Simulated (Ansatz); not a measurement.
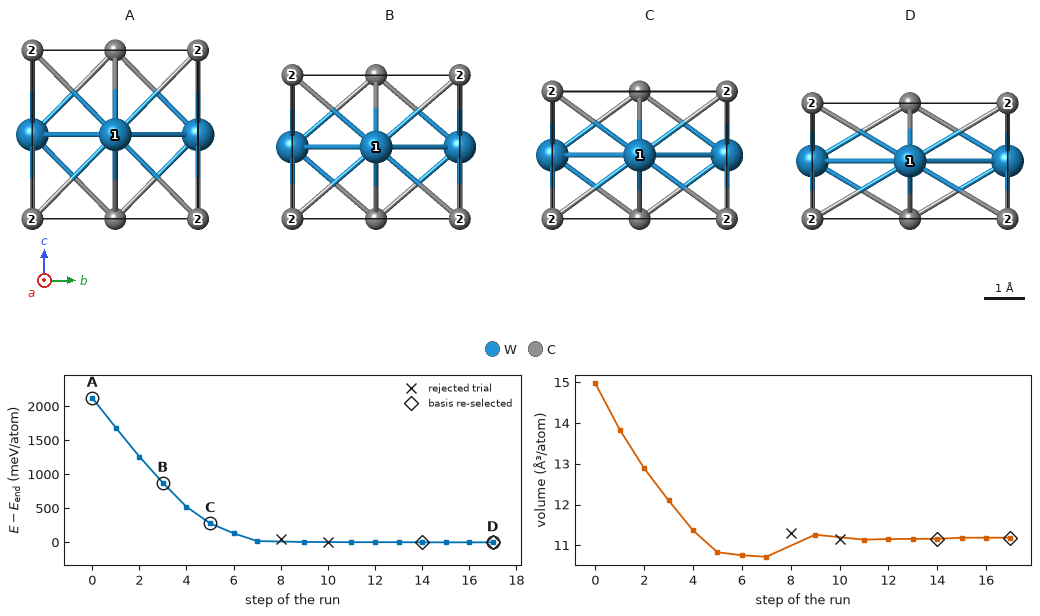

Frames of a relaxation of a crystal of WC (a generated structure, set up in Cmmm), marked on the history of the run. The picture is a ball-and-stick view of the conventional cell (2 times the calculation's cell), seen along the a axis. Lengths and directions refer to the drawn axes.

The run lets cell and atoms move.

Level of theory: Kohn-Sham DFT of a periodic cell, HSE03, Ansatz PAW in Ansatz.

Input
```yaml
crystal:
  lattice:
    - [1.64034611, -2.1180379, 0.0]
    - [1.64034611, 2.1180379, 0.0]
    - [0.0, 0.0, 4.3094211]
  atoms:
    - { symbol: W, position: [0.5, 0.5, 0.5] }
    - { symbol: C, position: [0.0, 0.0, 0.0] }
hamiltonian:
  xc: { exchange: pbe, correlation: pbe, exx: { coeff: 0.25, omega: 0.3 } }
  pseudopotentials: { kind: paw }
kpoints:
  mp_grid: { grid: [5, 5, 3] }
scf:
  occupations: { method: fermi_dirac, width: 0.05 }
output:
  forces: true
  stress: true
  eigenvalues: true
  write_density: true
  write_potential: true
  elf: true
  volumetric_format: npy
relax:
  f_tol: 0.01
  max_steps: 40
  cell: { stress_tol: 0.05 }
```

**Describe the path.**

The atoms keep their places relative to the cell (all moves are under 0.005 Å). Cell: a 3.281 → 3.028 Å (−7.7 %), b 4.236 → 4.991 Å (+17.8 %), c 4.309 → 2.961 Å (−31.3 %). Volume −25.3 %. Some distances before and after: W1–W1 4.309 → 2.961 Å, W1–C2 2.708 → 2.117 Å, W1–W1 (another image) 3.281 → 3.028 Å, W1–W1 (another image) 2.679 → 2.919 Å. Bond angles that change, for instance: W1–C2–W1 105.4° → 88.7°, W1–C2–W1 74.6° → 91.3°. The space group stays Cmmm (No. 65). Over 13 accepted moves (17 points after the start) the energy falls by 2125 meV per atom. All forces vanish by symmetry, so only the cell relaxes. Pressure: −40.04 GPa at the start and 0.00 GPa at the end. The line search rejected the trial steps at points 8, 10 of the run. At 2 points the geometry stayed and the basis and grid were re-selected for the new cell (energy shift of 2.1 meV per atom at most each time). From step 0 to 3: volume −19.2 %, energy −1250 meV per atom. From step 3 to 5: volume −10.5 %, energy −595 meV per atom. From step 5 to 17: volume +3.3 %, energy −281 meV per atom.

```csv
step,"E − E(0), meV/atom","pressure, GPa","volume, Å³/atom",note
0,0.00,-40.04,14.972,
1,-437.78,-37.47,13.837,
2,-863.83,-33.57,12.890,
3,-1249.75,-27.16,12.102,
4,-1602.54,-15.47,11.366,
5,-1844.46,-0.33,10.829,
6,-1991.46,6.45,10.754,
7,-2106.45,13.73,10.717,
8,-2073.29,-10.76,11.308,rejected
9,-2119.57,-3.48,11.260,
10,-2116.18,-2.30,11.146,rejected
11,-2122.77,0.23,11.137,
12,-2122.82,-0.01,11.153,
13,-2122.83,-0.01,11.158,
14,-2124.94,0.25,11.158,"same geometry, new basis"
15,-2125.05,0.04,11.185,
16,-2125.05,0.00,11.186,
17,-2125.07,0.00,11.186,"same geometry, new basis"
```

Limits of the set-up: the k-point mesh is coarse for a cell with partly filled bands.
